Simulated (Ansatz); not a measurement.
System: Ta₂C, space group P-3m1 (No. 164).

The given structure:
```
CELL_PARAMETERS angstrom
3.11085 0.00000 0.00000
-1.55542 2.69407 0.00000
0.00000 0.00000 4.94230
ATOMIC_POSITIONS crystal
Ta 0.33333 0.66667 0.25344
Ta 0.66667 0.33333 0.74656
C 0.00000 0.00000 0.00000
```

Method: harmonic phonon frequencies at the zone centre with atoms at rest in the given cell, without the long-range term of polar modes, the three translations left out, imaginary frequencies are negative; plane waves with PAW datasets, Γ-centred k mesh (Ansatz 0.2.0). Level: r2SCAN, no spin polarisation.

- wave cutoff: 500 eV
- k mesh: 18×18×10
- occupations: Fermi–Dirac
- smearing width: 0.15 eV
- pressure: 0 GPa
- phonon method: linear response

Describe the result: the zone-centre optical phonon frequencies (the three acoustic modes are left out).

No frequency is imaginary, so the structure is stable to these displacements (zone-boundary modes weren't tested here). The highest mode lies at 652.2 cm⁻¹. The optical modes lie at 124.7 (×2), 217.0, 630.6, 652.2 (×2) cm⁻¹.

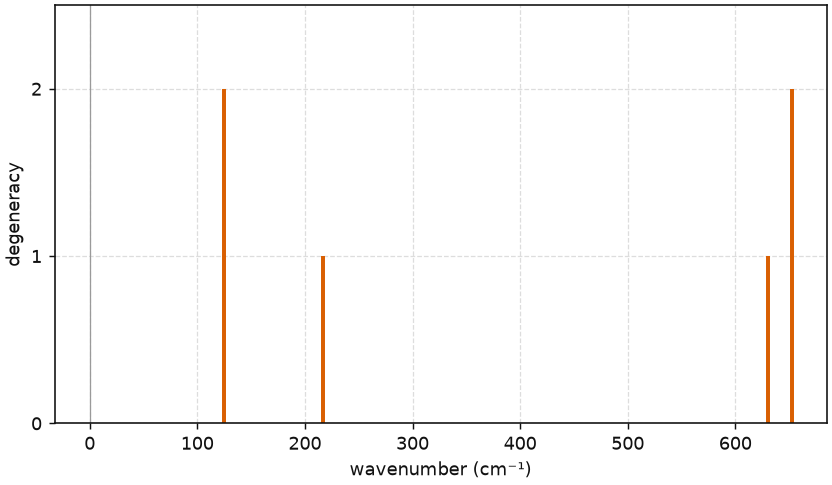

Keep in mind: metal sensitive to the k mesh.
